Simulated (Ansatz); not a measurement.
Consider this structure.

```cif
data_structure
_symmetry_space_group_name_H-M 'P 1'
_symmetry_Int_Tables_number 1
_cell_length_a 11.6802
_cell_length_b 2.3926
_cell_length_c 23.2828
_cell_angle_alpha 90.000
_cell_angle_beta 76.915
_cell_angle_gamma 90.000
_cell_volume 633.76
loop_
_atom_site_label
_atom_site_type_symbol
_atom_site_fract_x
_atom_site_fract_y
_atom_site_fract_z
_atom_site_occupancy
Cu1 Cu 0.00000 0.50000 0.50000 1
```

Q: Before looking at a picture, describe the arrangement of atoms.

A: The element is copper. The cell holds one atom. Cu is linked to two Cu in a linear arrangement at 2.39 Å. The bonds build Cu chains along [010].

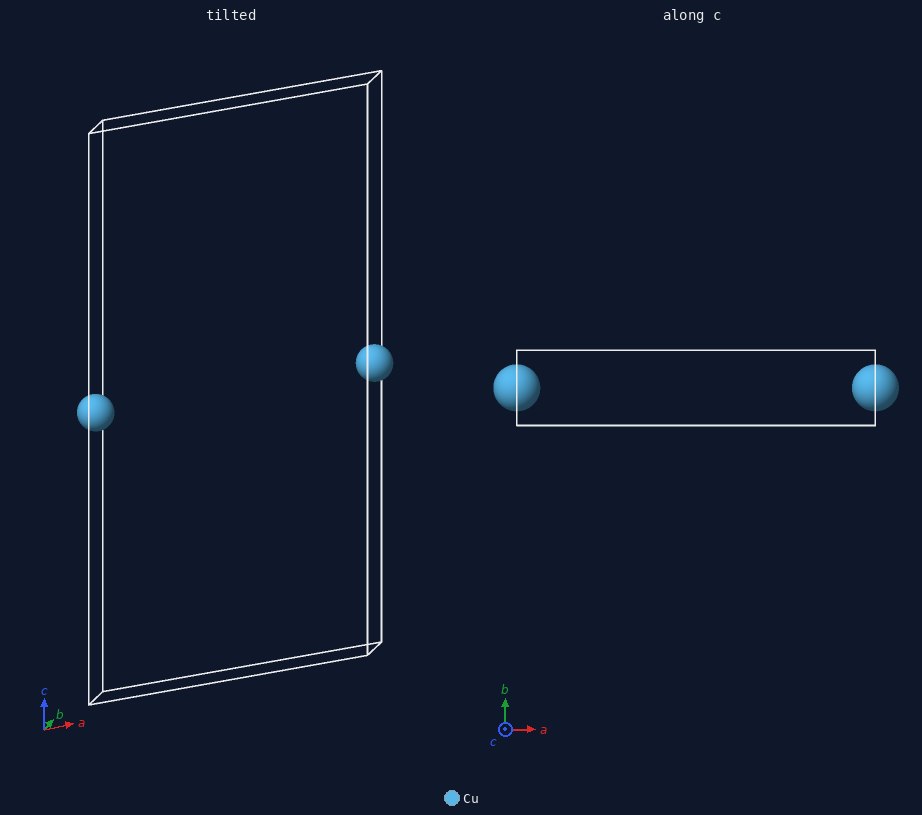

View slightly off an axis and along the c axis, drawn as a spheres-only model. The frame is the cell (the run's own, in a reduced setting); atoms at its boundary are shown with their periodic copies. Colours: copper blue.

The initial geometry was a structure listed in the Materials Project. The cell was then strained or its atoms displaced on purpose. It was run through Ansatz as a DFT input.
